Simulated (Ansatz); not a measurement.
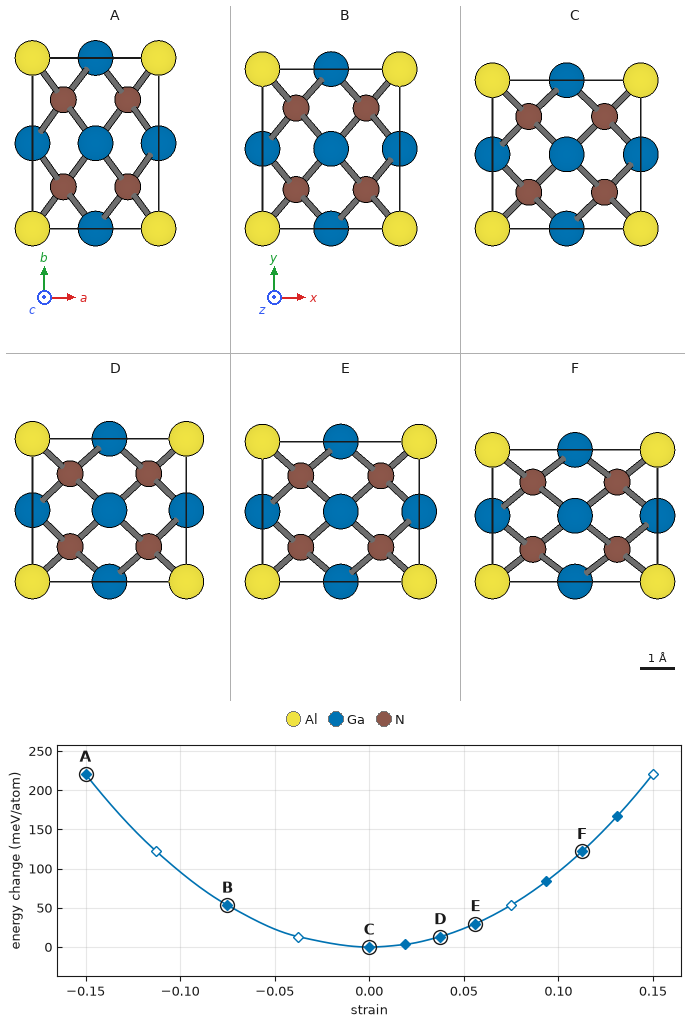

A crystal of AlGa3N4 (P-43m): the cell is strained along x and oppositely along y, with the atoms kept at their fractional coordinates. x, y and z are the Cartesian axes of the input. The lettered frames are marked on the plot. Hollow markers are points alike by symmetry, not computed again. Style: ball-and-stick. Shown: the cell of the calculation, along the c axis.

Level of theory: DFT r2SCAN, scalar-relativistic, plane waves, PAW in Ansatz. (plane-wave cutoff 500 eV; k-point mesh 6 × 6 × 6; occupations gaussian; smearing width 0.05 eV; no spin polarisation). Energies (free energies at the smearing named) are counted from the relaxed crystal.

Question: Describe the profile.

Answer: Of the computed points the lowest is at the strain 0.00, 0.0 meV/atom. The distortion takes the space group from P-43m to P222. At the strain −0.15 the cell of the drawing goes a 4.465 → 3.796 Å, b 4.465 → 5.135 Å.
